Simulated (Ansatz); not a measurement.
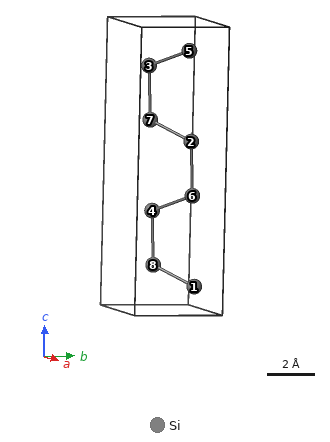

Fig. 1: The structure as given in the input (ball-and-stick view of the cell of the calculation, set on other vectors, seen slightly off an axis; atoms are numbered from 1 in the order of the input). An atom can appear more than once, as a periodic image. Near neighbours in the periodic cell (some may lie outside the picture): Si has 4 Si at 2.33 to 2.50 Å.

**Si: single-point calculation**

- system: Si (8 atoms in the cell)
- method: DFT LDA, scalar-relativistic, plane waves, PAW, PAW set soft_1, no spin polarisation (Ansatz 0.2.0)

The structure derives from a Materials Project entry. Figures and captions count atoms from 1; the log counts them from 0 in places.

## The program's output
```
Warning: [file] the record states the generating functional pbe (its physics header spells it `PBE`), which answers neither for hamiltonian.xc's functional nor for the lda family's — results may be inconsistent (PPs are generated against a specific XC)
Engine: ansatz 0.2.0, aarch64-unknown-linux-gnu
Pseudopotentials: kind: paw
Pseudopotential: Si, paw, valence charge 4, recommended cutoff 420 eV (normal), [file]
Functional definition: SPW92
  exchange = slater_x
  correlation = pw_c
Crystal: 8 atoms, lattice volume = 157.425 Å³
Basis set: ecut = 420 eV, 3079 PW (Γ)
Bands: 24, of which v1, the nominal top of the filled ones, is band 16 counted from 1 (15 counted from 0)
Symmetry: 1 space group operations
Space group: P1 (ITA 1), of the structure as read, at distance tolerance 5.4e-5 Å
k-points: 152 of 300 (time reversal used)
Non-local potential: Si, projectors of the file, l = 0: 2, l = 1: 2, l = 2: 1
PAW form: soft (Blöchl's): semilocal exchange-correlation on the pseudo side does not see the compensation charge
PAW frozen core: Si, regenerated for the run's functional, and the local potential with it (the file was generated under x = pbe(κ = 0.804, μ = 0.2195149727645171), c = pbe(β = 0.06672455060314922))
PAW one-centre angular grid: Si, 110 points (default); XC on 64 Gauss nodes
Initial density: superposition of atomic densities (chi_scale 0.1, normalization cell)
Initial wavefunctions: pseudopotential atomic-orbital guess
Functional: x = slater, c = lda
SCF iter   1: F=—  HF=-4869.846773 eV  |F-HF|=—  |Δ(HF+E_count)|=         —  Δρ=4.66e-2  dr2=3.31e0  ethr=3.10e-3  ⟨swp⟩=8.8  Hψ=24580  notcnv=0
preconditioner: auto → Resta (q_TF=auto, 2.092 Å⁻¹)  ε∞=5.4  [insulator: Δε(μ)=0.528 eV  Ē_g=8.001 eV  σ=0.030 eV  W_gap=1.00  n_scr=26 (ndim 8)  ℏωp=16.7 eV  f_vac=0.000  D(μ)=0.00/eV (n_scr^D=0)  ε∞_Penn≈5.4]
SCF iter   2: F=—  HF=-4869.127767 eV  |F-HF|=—  |Δ(HF+E_count)|=   7.19e-1  Δρ=2.61e-2  dr2=1.08e0  ethr=3.10e-3  ⟨swp⟩=2.1  Hψ=5708  notcnv=0  defer=283
SCF iter   3: F=—  HF=-4868.779928 eV  |F-HF|=—  |Δ(HF+E_count)|=   3.48e-1  Δρ=2.24e-3  dr2=9.61e-3  ethr=3.10e-3  ⟨swp⟩=3.0  Hψ=6473  notcnv=0  defer=283
SCF iter   4: F=—  HF=-4868.781363 eV  |F-HF|=—  |Δ(HF+E_count)|=   1.44e-3  Δρ=8.25e-4  dr2=2.09e-3  ethr=3.00e-5  ⟨swp⟩=2.6  Hψ=5050  notcnv=0  defer=367
SCF iter   5: F=—  HF=-4868.781635 eV  |F-HF|=—  |Δ(HF+E_count)|=   2.72e-4  Δρ=1.36e-4  dr2=1.38e-4  ethr=6.53e-6  ⟨swp⟩=2.1  Hψ=4021  notcnv=0  defer=367
SCF iter   6: F=—  HF=-4868.781629 eV  |F-HF|=—  |Δ(HF+E_count)|=   5.69e-6  Δρ=3.71e-5  dr2=3.92e-6  ethr=4.32e-7  ⟨swp⟩=2.3  Hψ=4681  notcnv=0  defer=367
SCF iter   7: F=—  HF=-4868.781627 eV  |F-HF|=—  |Δ(HF+E_count)|=   2.21e-6  Δρ=1.13e-5  dr2=4.11e-7  ethr=1.23e-8  ⟨swp⟩=2.1  Hψ=5615  notcnv=0  defer=367
SCF iter   8: F=-4868.781627 eV  HF=-4868.781627 eV  |F-HF|=8.56e-10  |Δ(HF+E_count)|=   1.28e-9  Δρ=1.88e-6  dr2=9.22e-9  ethr=3.13e-10  ⟨swp⟩=17.9  Hψ=31699  notcnv=0
SCF 1 converged in 8 iterations: F = -4868.781627 eV  dr2 = 9.22e-9
  greatest PAW one-centre occupation: 0.631 electrons in one spin orbital (limit 2), on the Si atom at site 2 (counted from 0), in its partial waves of l = 0
```

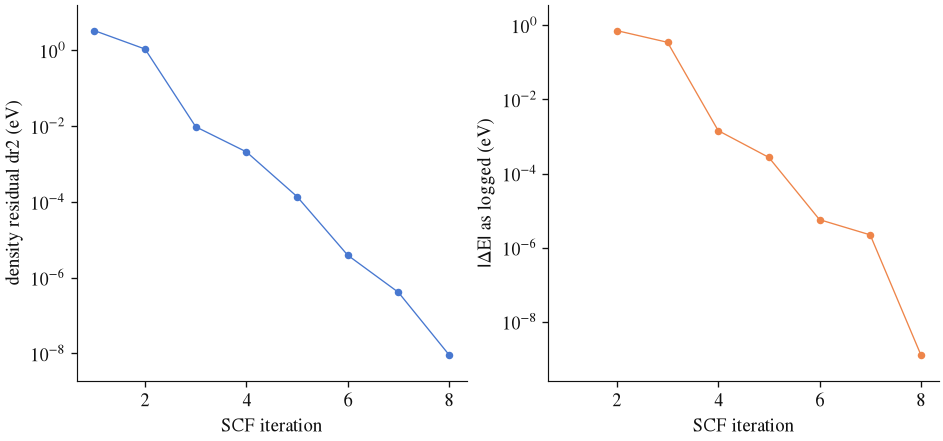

Fig. 2: Convergence of the self-consistent field: density residual dr2 and size of the energy change against the SCF iteration. The residual falls at every step.

```
SCF converged after 8 iterations
Free energy (F): -4868.781627 eV
Harris-Foulkes:  -4868.781627 eV  (|F-HF|=8.56e-10)
Internal energy: -4868.781626 eV  (E = F + TS)
E sigma→0 (E₀):  -4868.781627 eV
Entropy (-TS):   -0.000000 eV (-0.000 meV/atom)
Fermi energy:    6.567304 eV
--- Per-component energies (eV) ---
  E_band       = 35.980586
  E_kinetic    = 326.764255
  E_local      = -196.938245  (includes V_loc(G=0)·N_el)
  E_nonlocal   = 191.057178
  E_hartree    = 58.289635
  E_xc         = -448.528455
  E_vxc        = -385.015476  (∫ρ·V_xc dr)
  E_paw        = -3879.928830  (= ΣΔE_a)
  E_vpaw       = -16.466725  (= ΣTr[D̂ρ^β])
  E_aug_tail   = 0.000290  (compensation charges beyond the density's cutoff)
  E_ewald      = -920.172101
  E_core_change = 0.674646  (= ΣΔE_core)
  E_smearing   = -0.000000  (= −TS)
  E_closure    = 0.000000  (closes the sum)
  Σ components = -4868.781627   (vs F -4868.781627, Δ=0.00e0)
--- Forces (eV/Å), atoms counted from 1 ---
  atom   1  Si    -0.55375771    -0.52899970     0.64450761
  atom   2  Si    -0.00808356    -0.00837300    -0.00019575
  atom   3  Si    -0.12948914    -0.07941008    -0.01616043
  atom   4  Si    -0.12499833    -0.09046601    -0.04066712
  atom   5  Si     0.69375379     0.55262581    -0.63534505
  atom   6  Si     0.01177728     0.00908708     0.00230736
  atom   7  Si     0.07797547     0.08592074     0.03098017
  atom   8  Si     0.03282270     0.05961457     0.01457098
  max |Σ_I F_I| component: 2.22e-6 eV/Å
--- Stress (GPa, compression-positive) ---
       -0.411747      -0.504851       2.314158
       -0.504851      -0.235247       2.011337
        2.314158       2.011337      -1.161129
  P = ⅓ Tr σ = -0.6027 GPa (-6.027 kbar)
--- Band table (eV; the first three rows and the last of 152) ---
  k-point 0: bands = ["-5.8604", "-5.0786", "-5.0453", "-3.5480", "-0.7923", "2.1573", "2.3184", "4.9930", "5.0215", "5.3260", "5.4941", "5.6214", "5.6732", "6.1303", "6.4195", "6.4963", "7.6085", "8.1771", "8.3743", "8.5096", "8.5994", "8.7759", "9.2558", "9.3300"]
  k-point 1: bands = ["-5.7694", "-5.4996", "-4.4885", "-3.8729", "-0.2967", "0.8328", "3.7774", "5.0347", "5.0547", "5.1671", "5.2589", "5.4196", "5.8654", "5.9139", "6.2579", "6.2850", "7.6497", "7.9580", "8.5725", "8.6444", "8.7919", "8.9850", "9.0061", "9.2292"]
  k-point 2: bands = ["-5.7410", "-4.9727", "-4.9144", "-3.4284", "-0.7210", "2.1548", "2.3418", "4.0376", "4.5856", "4.7588", "4.8318", "5.1710", "5.3897", "5.5522", "6.0289", "6.3549", "8.0208", "8.5054", "8.7067", "8.8179", "8.9005", "9.0343", "9.4164", "9.5659"]
  k-point 151: bands = ["-3.5016", "-3.2473", "-2.4992", "-2.0307", "-1.4868", "-1.1130", "-0.3989", "0.1163", "2.1690", "3.0192", "3.4564", "3.6741", "3.7157", "4.4238", "4.6099", "4.8489", "6.7948", "6.9339", "7.1379", "7.9412", "8.3291", "9.1020", "9.2299", "9.9640"]
```

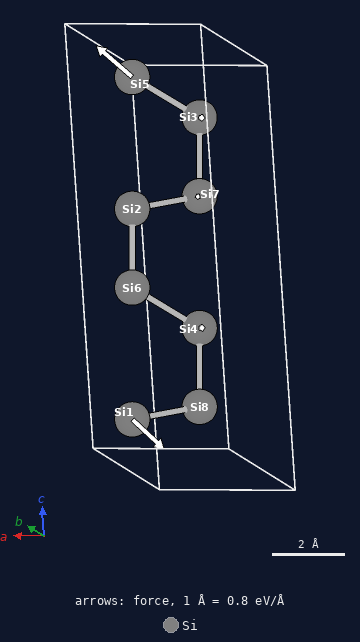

Fig. 3: Forces on the atoms as white arrows (ball-and-stick view of the cell of the calculation, set on other vectors, seen at an oblique angle; atoms are numbered from 1 in the order of the input); the smallest are left out. The largest act on Si5 (1.09 eV/Å); Si1 (1.00 eV/Å). The geometry is not a stationary point of this energy.

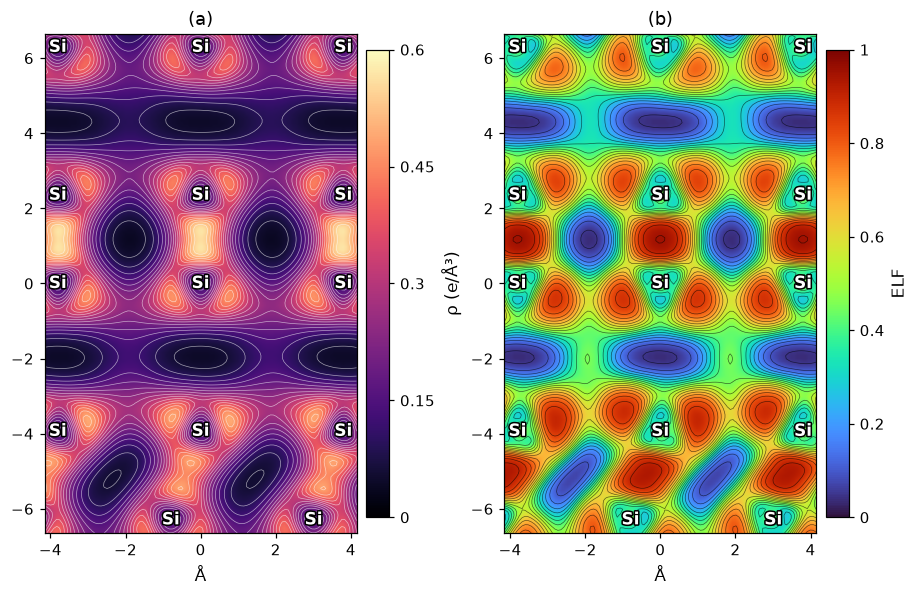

Fig. 4: (a) valence pseudo-density; (b) electron localisation function on the (010) plane of the conventional cell. Atoms in the plane: Si. Si–Si (2.50 Å): the density is about 0.45 e/Å³ at the midpoint, a local maximum along the line; the ELF peaks at about 0.95 between the atoms, which marks a shared electron pair. Away from the nuclei the density in this plane falls to 0.04 e/Å³ at its lowest. In a PAW calculation such maps are meaningful between the atoms, not at the nuclei.

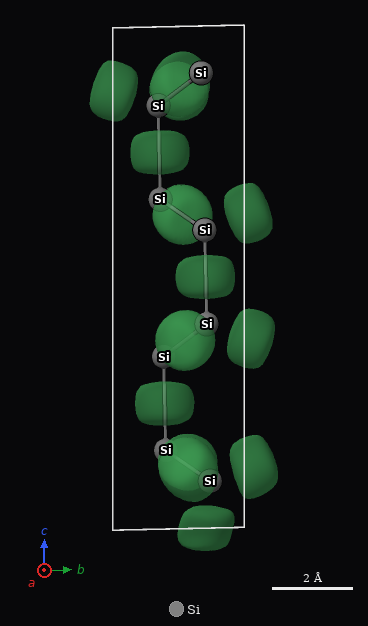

Fig. 5: Isosurface of the ELF at 0.75 (green), seen along the a axis. Core shells and regions of very low density are left out. Sticks mark near contacts. The outline is the cell set on symmetry axes.

This output came from the following input.

## Input file
```yaml
crystal:
  lattice:
    - [-3.8016851185, 0.0, 0.0]
    - [-1.9008425592, -3.2923558898, 0.0]
    - [-0.6336141864, -0.5487259816, 12.5773876662]
  atoms:
    - { symbol: Si, position: [0.2577901648, 0.1822469962, 0.906518023] }
    - { symbol: Si, position: [0.2994568314, 0.2655803295, 0.406518023] }
    - { symbol: Si, position: [0.6536234981, 0.6405803295, 0.156518023] }
    - { symbol: Si, position: [0.6119568314, 0.5572469962, 0.656518023] }
    - { symbol: Si, position: [0.3255431686, 0.3177530038, 0.093481977] }
    - { symbol: Si, position: [0.2838765019, 0.2344196705, 0.593481977] }
    - { symbol: Si, position: [0.6380431686, 0.6094196705, 0.343481977] }
    - { symbol: Si, position: [0.5963765019, 0.5260863372, 0.843481977] }
basis:
  ecutwfc: 420
kpoints:
  mp_grid: { grid: [10, 10, 3] }
hamiltonian:
  xc: lda
  pseudopotentials: { kind: paw, azcp: { folder: soft_1 } }
scf:
  occupations: { method: gaussian, width: 0.03 }
output:
  forces: true
  stress: true
  eigenvalues: true
  write_density: true
  write_potential: true
  elf: true
  volumetric_format: npy
```

Launch command:
```bash
ansatz run input.yaml --threads 2 --pin off --max-ram 4096MiB --backend cpu --events-out ev --progress --plain --runs-dir out
```

## Results in brief

- outcome: converged
- space group (tolerance 0.01 Å): P1 (1)
- electrons treated: 32
- free energy: −4868.7816 eV
- Fermi energy: 6.567 eV
- gap on the k-point mesh: 0.15 eV
- pressure: −0.60 GPa
- largest force (length of the vector): 1.091 eV/Å
- hardware: 2 threads of Arm Neoverse N1, 98 GiB of memory available, shared host
- wall time: 66 s (CPU time 2.2 min)
- peak memory: 0.65 GiB

The program warns: the PAW datasets were made with another functional.
